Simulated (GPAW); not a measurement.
The cell below is Ru (P6_3/mmc, No. 194). Source of the atomic positions: an entry of the Crystallography Open Database, as set up for an electronic-structure calculation.

```yaml
crystal:
  lattice:
    - [2.70580, 0.00000, 0.00000]
    - [-1.35290, 2.34329, 0.00000]
    - [0.00000, 0.00000, 4.28190]
  atoms:
    - { symbol: Ru, position: [0.66667, 0.33333, 0.75000] }
    - { symbol: Ru, position: [0.33333, 0.66667, 0.25000] }
```

Hard-sphere model; metallic radii: Ru 1.34 Å.

**Find the largest hole by geometry, and further ones that a grid search gives (radius above 0.15 Å; smaller ones may be missed, and maxima closer than 0.25 Å are merged).**

| hole | site | x, y, z | radius (Å) | nearest atoms | shape |
| --- | --- | --- | --- | --- | --- |
| V1 | 2a | 0.000, 0.000, 0.000 | 0.55 | 6 Ru | octahedral |
| V2 | 4f | 0.333, 0.667, 0.633 | 0.30 | 4 Ru | tetrahedral |

Nearest atoms are those whose sphere lies within 0.15 Å of the hole's sphere; in brackets, those within 0.5 Å. The largest sphere that fits anywhere has a diameter of 1.11 Å; the largest that can travel through the crystal, about 0.4 Å.

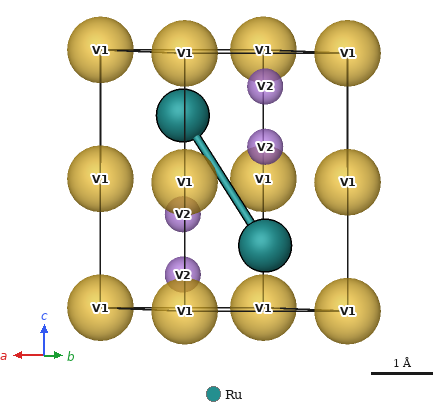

Translucent spheres (V1, V2) fill the 2 holes listed first by a grid search for holes with a radius above 0.15 Å (the largest is sure; smaller ones may be missed, and maxima closer than 0.25 Å are merged) at their true size; atoms are drawn smaller than their model radii. View from a free direction.
